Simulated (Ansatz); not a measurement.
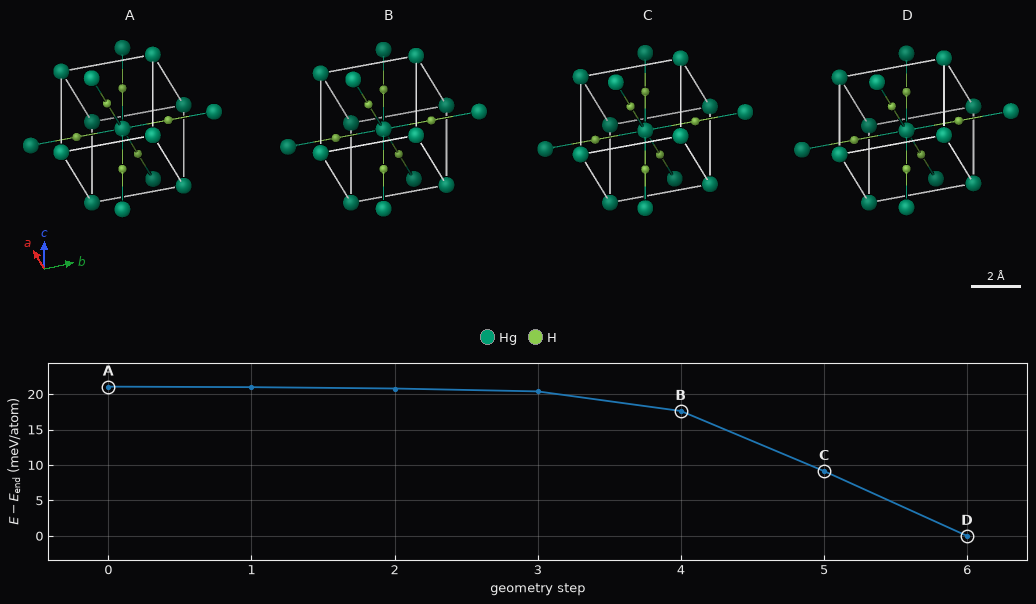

Frames of a relaxation of a crystal of Hg$_{2}$H$_{3}$ (a generated structure, set up in Pm-3m), marked on the history of the run. Style: ball-and-stick. Shown: the cell of the calculation, from a free direction.

All numbers below come from DFT PBE, scalar-relativistic, plane waves, PAW; settings changed (Ansatz 0.2.0).

The input:
```yaml
crystal:
  lattice:
    - [4.0267809892, 0.0, 0.0]
    - [0.0, 4.0267809892, 0.0]
    - [0.0, 0.0, 4.0267809892]
  atoms:
    - { symbol: Hg, position: [0.0, 0.0, 0.0] }
    - { symbol: Hg, position: [0.5, 0.5, 0.5] }
    - { symbol: H, position: [0.0, 0.5, 0.5] }
    - { symbol: H, position: [0.5, 0.0, 0.5] }
    - { symbol: H, position: [0.5, 0.5, 0.0] }
basis:
  ecutwfc: 420
kpoints:
  mp_grid: { grid: [10, 9, 11] }
hamiltonian:
  xc: pbe
scf:
  occupations: { method: gaussian, width: 0.1 }
  max_iter: 60
output:
  forces: true
  eigenvalues: true
  stress: true
relax:
  adjacent_minimum: "off"
  f_tol: 0.01
  max_steps: 80
  cell: { stress_tol: 0.05 }
```

Launched with:
```bash
ansatz run input.yaml --threads 1 --pin off --max-ram 2048MiB --backend cpu --events-out ev --progress --plain --runs-dir out
```

Question: What happens along the run?

Answer: The run was cut off at its time limit before the relaxation converged, so the last structure is only a point on the way. The input was poor on purpose: a mesh that breaks the symmetry. The atoms keep their places relative to the cell (all moves are under 0.005 Å). The drawn cell changes as follows: a 4.027 → 3.854 Å (−4.3 %), b 4.027 → 4.590 Å (+14.0 %), c 4.027 → 3.838 Å (−4.7 %); the volume changes by +4.0 %. Among the contacts that change: Hg2–H4 2.013 → 2.295 Å, Hg2–H5 2.013 → 1.919 Å, Hg2–H3 2.013 → 1.927 Å. The space group (tolerance 0.01 Å) goes from Pm-3m (No. 221) to Pmmm (No. 47). The energy falls by 21.1 meV per atom in 6 geometry steps. All forces vanish by symmetry, so only the cell relaxes. Pressure: 0.28 GPa at the start and −0.54 GPa at the end. The run took 65 s on 1 thread of AMD EPYC 7R13 Processor (Zen 3) (shared host), peak memory 0.55 GiB. From step 0 to 4: volume +1.3 %, energy −3.4 meV per atom. From step 4 to 5: volume −1.0 %, energy −8.5 meV per atom. From step 5 to 6: volume +3.7 %, energy −9.1 meV per atom.

```json
{"step": "0", "E − E(0), meV/atom": "0.00", "pressure, GPa": "0.28", "volume, Å³/atom": "13.059"}
{"step": "1", "E − E(0), meV/atom": "-0.07", "pressure, GPa": "-0.15", "volume, Å³/atom": "13.167"}
{"step": "2", "E − E(0), meV/atom": "-0.26", "pressure, GPa": "-0.28", "volume, Å³/atom": "13.200"}
{"step": "3", "E − E(0), meV/atom": "-0.67", "pressure, GPa": "-0.38", "volume, Å³/atom": "13.229"}
{"step": "4", "E − E(0), meV/atom": "-3.44", "pressure, GPa": "-0.24", "volume, Å³/atom": "13.224"}
{"step": "5", "E − E(0), meV/atom": "-11.91", "pressure, GPa": "0.89", "volume, Å³/atom": "13.096"}
{"step": "6", "E − E(0), meV/atom": "-21.05", "pressure, GPa": "-0.54", "volume, Å³/atom": "13.578"}
```
